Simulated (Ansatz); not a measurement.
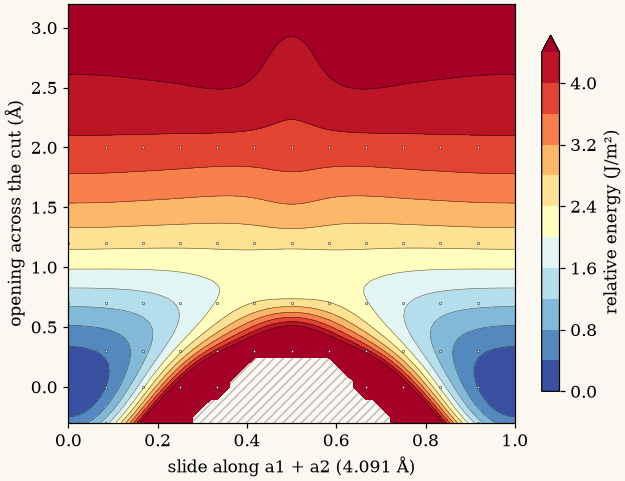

Energy landscape of AlNi (Pm-3m, No. 221; 6 atoms in the cell). 
- Rigid slide and opening across a plane, one cut a cell; the plane is (1 0 0) of the conventional cell, and the faces at the cut hold Ni and Al.
- First axis: slide along a1 + a2 (4.091 Å). Second axis: opening across the cut.
- Nothing is relaxed (rigid halves).
- Grid: 12 × 7 points; 44 points were computed and 32 follow by symmetry. At 8 points there is no value (left out of the scan, as a rule where atoms come close).
- Points are written as (first, second).
- Energies: J/m², counted from the lowest grid point.
- The runs have no spin polarisation; a magnetic state may lie lower.
- The calculation used DFT PBE, scalar-relativistic, plane waves, PAW (Ansatz 0.2.0). Settings: cutoff 520 eV, k-mesh 15×15×5 in the order of the run's cell vectors, gaussian smearing 0.15 eV, no spin polarisation.

Drawn: filled contours, dots at the grid points, one colour for all values above the top of the scale, hatched blanks where no value was computed. Between grid points the surface is interpolated. 

> Where are the wells?

The lowest grid point is at (0.000, 0.0 Å). The highest grid point, (0.250, −0.3 Å), lies 12.83 J/m² above the lowest.

The input of one point:

```yaml
crystal:
  lattice:
    - [0.0, -2.8927237813, 0.0]
    - [0.0, 0.0, -2.8927237813]
    - [8.678171344, 0.0, 0.0]
  atoms:
    - { symbol: Al, position: [1.0, 0.0, 0.0] }
    - { symbol: Al, position: [1.0, 0.0, 0.3333333333] }
    - { symbol: Al, position: [1.0, 0.0, 0.6666666667] }
    - { symbol: Ni, position: [0.5, 0.5, 0.1666666667] }
    - { symbol: Ni, position: [0.5, 0.5, 0.5] }
    - { symbol: Ni, position: [0.5, 0.5, 0.8333333333] }
basis:
  ecutwfc: 520.0
kpoints:
  mp_grid: { grid: [15, 15, 5] }
hamiltonian:
  xc: pbe
  pseudopotentials: { kind: paw, azcp: { folder: soft_1 } }
scf:
  occupations: { method: gaussian, width: 0.15 }
output:
  forces: true
  stress: true
  eigenvalues: true
```

The whole map (44 points run) took 17 min on 4 threads of Intel(R) Xeon(R) Gold 6455B (Sapphire Rapids), on a shared host.
